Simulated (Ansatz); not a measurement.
# Zn₁₅Se₁₆ (cell charge −2, with a compensating background) (cell with a defect): what the fields show

Input file:

```
crystal:
  lattice:
    - [5.5675272874, 5.5675272874, -5.5675272874]
    - [-5.5675272874, -5.5675272874, -5.5675272874]
    - [-5.5675272874, 5.5675272874, 5.5675272874]
  atoms:
    - { symbol: Zn, position: [0.25, 0.5, 0.25] }
    - { symbol: Zn, position: [0.75, 0.0, 0.25] }
    - { symbol: Zn, position: [0.75, 0.5, 0.75] }
    - { symbol: Zn, position: [0.0, 0.5, 0.5] }
    - { symbol: Zn, position: [0.25, 0.25, 0.5] }
    - { symbol: Zn, position: [0.5, 0.0, 0.5] }
    - { symbol: Zn, position: [0.75, 0.75, 0.5] }
    - { symbol: Zn, position: [1.0, 0.75, 0.25] }
    - { symbol: Zn, position: [0.5, 0.5, 0.0] }
    - { symbol: Zn, position: [0.75, 0.25, 0.0] }
    - { symbol: Zn, position: [0.0, 0.25, 0.75] }
    - { symbol: Zn, position: [0.25, 1.0, 0.75] }
    - { symbol: Zn, position: [0.5, 0.75, 0.75] }
    - { symbol: Zn, position: [0.0, 0.0, 0.0] }
    - { symbol: Zn, position: [0.25, 0.75, 0.0] }
    - { symbol: Se, position: [0.25, 0.5, 0.0] }
    - { symbol: Se, position: [0.5, 0.25, 0.0] }
    - { symbol: Se, position: [0.75, 0.0, 0.0] }
    - { symbol: Se, position: [0.75, 0.5, 0.5] }
    - { symbol: Se, position: [0.0, 0.5, 0.25] }
    - { symbol: Se, position: [0.25, 0.25, 0.25] }
    - { symbol: Se, position: [0.5, 0.0, 0.25] }
    - { symbol: Se, position: [0.75, 0.75, 0.25] }
    - { symbol: Se, position: [0.0, 0.75, 0.0] }
    - { symbol: Se, position: [0.5, 0.5, 0.75] }
    - { symbol: Se, position: [0.75, 0.25, 0.75] }
    - { symbol: Se, position: [0.0, 0.25, 0.5] }
    - { symbol: Se, position: [0.25, 0.0, 0.5] }
    - { symbol: Se, position: [0.5, 0.75, 0.5] }
    - { symbol: Se, position: [0.0, 0.0, 0.75] }
    - { symbol: Se, position: [0.25, 0.75, 0.75] }
total_charge: -2
basis:
  ecutwfc: 420
  xc_grid: 2
kpoints:
  mp_grid: { grid: [2, 2, 2], shift: [0.5, 0.5, 0.5] }
hamiltonian:
  xc: lda
scf:
  occupations: { method: gaussian, width: 0.02 }
output:
  forces: true
  stress: false
  eigenvalues: true
  write_density: true
  write_potential: true
  elf: true
  volumetric_format: npy
relax:
  adjacent_minimum: "off"
  f_tol: 0.02
  max_steps: 60
```

Launched as:

```sh
ansatz run input.yaml --threads 8 --pin off --max-ram 20480MiB --backend cpu --events-out ev --progress --plain --runs-dir out
```

The fields are those of the relaxed geometry.

All numbers below come from DFT LDA, scalar-relativistic, plane waves, PAW in Ansatz 0.2.0.

The density is the valence pseudo-density of a PAW calculation; it isn't the true density close to the nuclei.

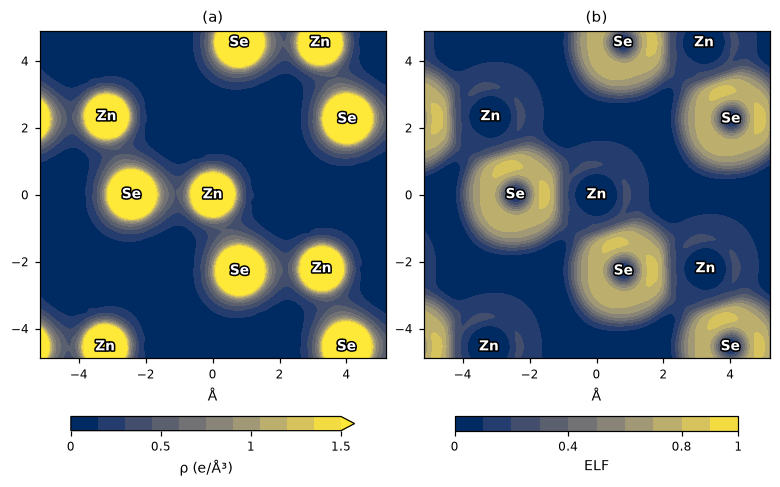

Figure 1. (a) valence pseudo-density; (b) electron localisation function on the (100) plane of the calculation cell.

What do the fields say about this system?

Answer.
- The section cuts through Zn and Se sites.
- Zn–Se (2.42 Å): ρ at the midpoint is about 0.5 e/Å³; the ELF is about 0.60 at the midpoint.
- The density dies away to nearly zero in the voids.

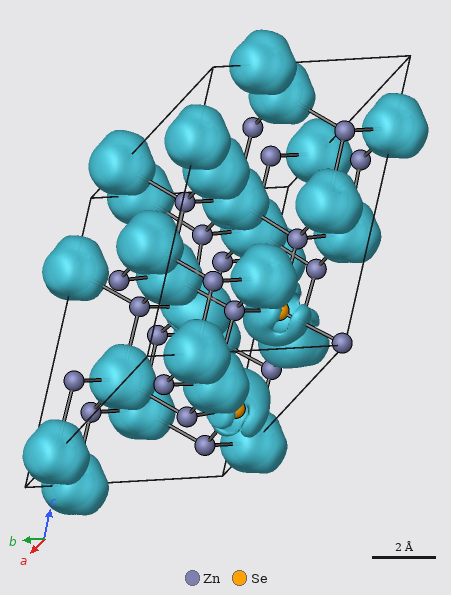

Figure 2. Isosurface of the ELF at 0.75 (cyan), seen at an oblique angle. Core shells and regions of very low density are left out. Sticks mark near contacts.

Identify the bonds, lone pairs and shells in this picture.

Answer. The surface consists of 16 regions wrapped around Se (the valence shell of each), counted in one cell of 31 atoms. Any copies at cell faces, edges or corners count once.


Zn–Se (2.37 Å): the ELF is about 0.60 at the midpoint.

Metal or insulator at this level of theory?

Answer. It is gapped, with a Kohn–Sham gap of 2.9 eV on the k-point mesh, an upper bound to the gap of this method.
